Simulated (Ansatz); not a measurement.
One cell, run at 4 values of the response cutoff (empty bands raised with it).
The run: BAs (F-43m, 2 atoms in the cell), by G0W0@PBE, full frequency by contour deformation, hand-made PAW set in Ansatz 0.2.0-dev; cutoff 710 eV, 2×2×2 k-mesh.
Values: 180 eV, 280 eV, 350 eV and 444.7 eV.

**How do the results converge (to 0.05 eV)?**

The quasiparticle gap is within 0.05 eV of the largest setting's value from 280 eV on. It is 1.75 eV at 180 eV and 1.82 eV at 444.7 eV. The last step still moves it by 0.01 eV in the same direction, so the limit lies further: extrapolating the last two points as the cutoff to the power −3/2 gives about 1.84 eV, so against that limit 280 eV still holds. On so coarse a k-mesh the values belong to these settings and aren't the crystal's converged gap.

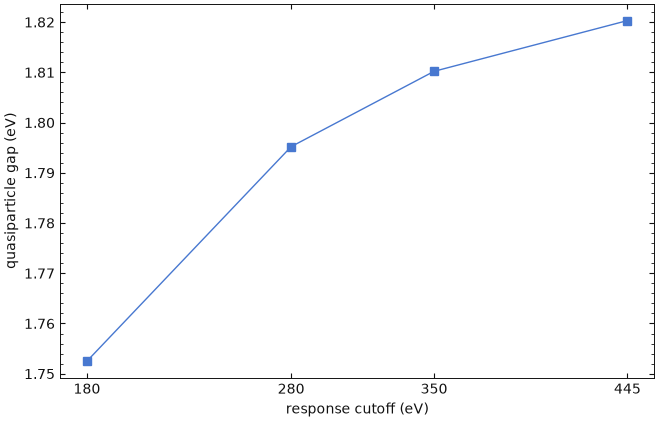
